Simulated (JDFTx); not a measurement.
**Energy of Ir along an even scaling of the cell**

System: Ir (Fm-3m, 1 atom in the cell).
Method: Kohn-Sham DFT of a periodic cell, r2SCAN, SG15-PBE-1.2, no spin polarisation (JDFTx 1.7.0 (patched build)).

The 7 runs differ only in the geometry, by an even scaling of the cell at fixed fractional positions. The structure derives from an entry of the Crystallography Open Database.

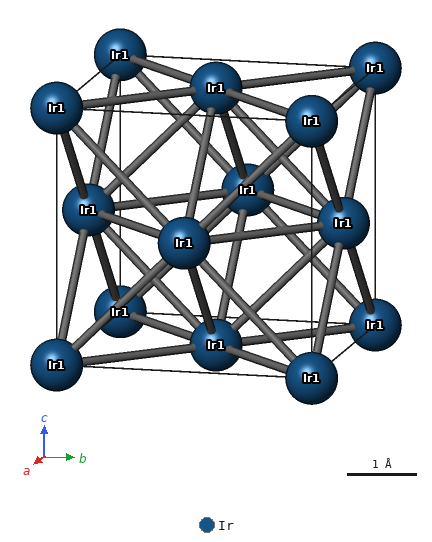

Figure 1. The structure of run 4 (ball-and-stick view of the cell 4 times as large as that of the calculation, set on its symmetry axes, seen slightly off an axis; atoms are numbered from 1 in the order of the input). An atom can appear more than once, as a periodic image.

## Input of run 4
```
lattice \
    0.0000000000     1.9156000000     1.9156000000 \
    1.9156000000     0.0000000000     1.9156000000 \
    1.9156000000     1.9156000000     0.0000000000
latt-scale 1.889726124626 1.889726124626 1.889726124626
coords-type Lattice
ion Ir     0.0000000000     0.0000000000     0.0000000000 1

ion-species pseudo/Ir.upf
elec-cutoff 40
elec-ex-corr mgga-x-r2scan mgga-c-r2scan
kpoint-folding 12 12 12
elec-smearing Fermi 0.0018374661
elec-n-bands 14
electronic-SCF nIterations 100 energyDiffThreshold 1e-09
electronic-minimize nIterations 30 energyDiffThreshold 1e-7
forces-output-coords Cartesian

dump-name run.$VAR
dump End Ecomponents EigStats BandEigs Kpoints Forces Stress
```

Command:
```bash
jdftx -c 1 -i Ir.in -o Ir.out
```

Lattice vectors (Å) and fractional positions of run 4:
```
   0.000000    1.915600    1.915600
   1.915600    0.000000    1.915600
   1.915600    1.915600    0.000000
Ir  0.000000  0.000000  0.000000
```

Run 3 differs from it as follows:
```diff
-    0.0000000000     1.9156000000     1.9156000000 \
-    1.9156000000     0.0000000000     1.9156000000 \
-    1.9156000000     1.9156000000     0.0000000000
+    0.0000000000     1.9027432368     1.9027432368 \
+    1.9027432368     0.0000000000     1.9027432368 \
+    1.9027432368     1.9027432368     0.0000000000
```

## Results, with one run withheld

```csv
run,volume per atom (Å³),"free energy per atom, from the lowest run given (meV)",pressure (GPa)
1,13.215,86.87,31.75
2,13.496,40.75,20.97
3,13.778,?,?
4,14.059,0.00,2.90
5,14.340,1.60,−4.64
6,14.621,15.66,−11.30
7,14.902,40.76,−17.22
```

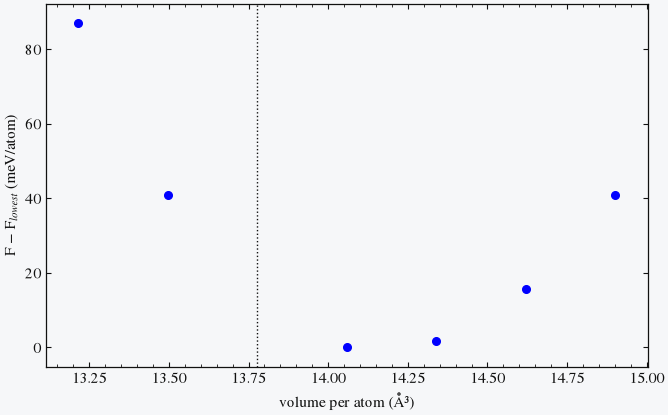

Figure 2. Free energy per atom of the runs given; the dotted line marks run 3.

Estimate the energy of run 3 from the others.

A cubic polynomial in V^(−2/3) (the Birch–Murnaghan form), fitted to the 6 runs given, misses them by at most 0.01 meV per atom. With x = V^(−2/3) − 0.17146 Å⁻², it reads F = −0.42186 + 1680.5 x + 1.3198e+06 x² + 3.9543e+06 x³ (meV per atom). At run 3 it gives 12.40 meV per atom, and the run itself gives 12.46. The slope of the fit gives a pressure −dF/dV of 11.40 GPa there, and the run prints 11.40 GPa. The fit has its minimum at 14.164 Å³ per atom, where V d²F/dV² gives 385 GPa: the bulk modulus at this level, since symmetry fixes the shape and the positions.

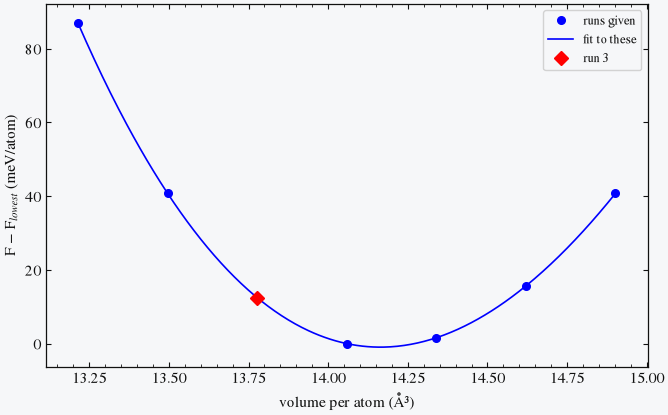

Figure 3. The fit and the withheld run.

## Some lines of the output (run 3)
```
[...]
unit cell volume = 92.9752
     Etot =     -106.2355373007705168
        F =     -106.2356997003974897
	HOMO-LUMO gap: +0.000961
	Optical gap  : +0.026675 at state 39 ( [ +0.000000 +0.416667 +0.416667 ] spin 0 )
```

Notes: Points of doubt noted for this run: metagga forces on grid. Spin–orbit coupling is left out, which matters for Ir.
